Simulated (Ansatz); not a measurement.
```
Al Ni
1.0
     2.88100    0.00000    0.00000
     0.00000    2.88100    0.00000
     0.00000    0.00000    2.88100
Al Ni
1 1
Direct
  0.00000 0.00000 0.00000
  0.50000 0.50000 0.50000
```

Space group Pm-3m; the calculation finds a residual pressure of about 2 GPa at this fixed cell; spin-polarised.

These are results of DFT PBE, scalar-relativistic, plane waves, PAW (Ansatz 0.2.0), not measurements.

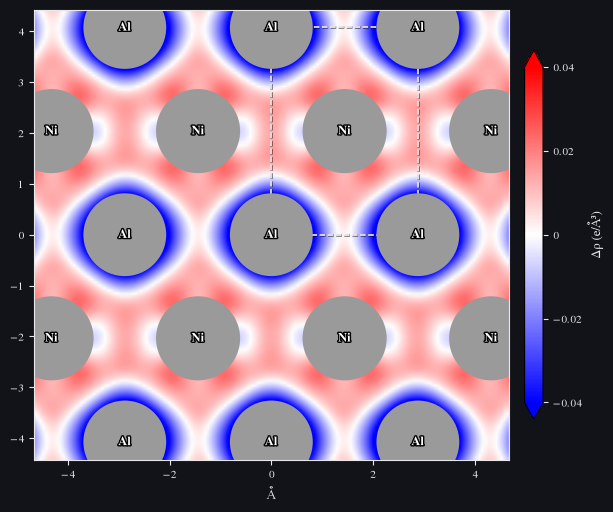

AlNi. Bonding charge density, ρ(crystal) − Σ ρ(neutral atoms): a map on the (101) plane of the conventional cell, with grey discs over the atomic cores. Cores are masked to 0.8 Å (Al) and 0.8 Å (Ni).

In a PAW calculation such maps are meaningful between the atoms, not at the nuclei.

**Describe the bonding charge.**

Al–Ni (2.50 Å): Δρ is +0.010 e/Å³ at the midpoint.
- Al–Al (2.88 Å): Δρ is about zero at the midpoint.
- Ni–Ni (2.88 Å): Δρ is +0.013 e/Å³ at the midpoint.
- Over the whole cell, outside the masked cores, the largest gain, 0.02 e/Å³, lies 0.9 Å from a nickel nucleus and 1.6 Å from an aluminium one, and the largest loss lies at the edge of the masked core of Al.
- The rearranged charge, half the integral of |Δρ|, is about 0.11 e an atom.
- Bader charges: Al +1.71 and Ni −1.71 e. Among metals such charges hang on how the charge between the atoms is shared out.

Run time: 6 s on 2 threads of AMD EPYC 9R45 96-Core Processor (Zen 5), on a shared host, peak memory 0.41 GiB.
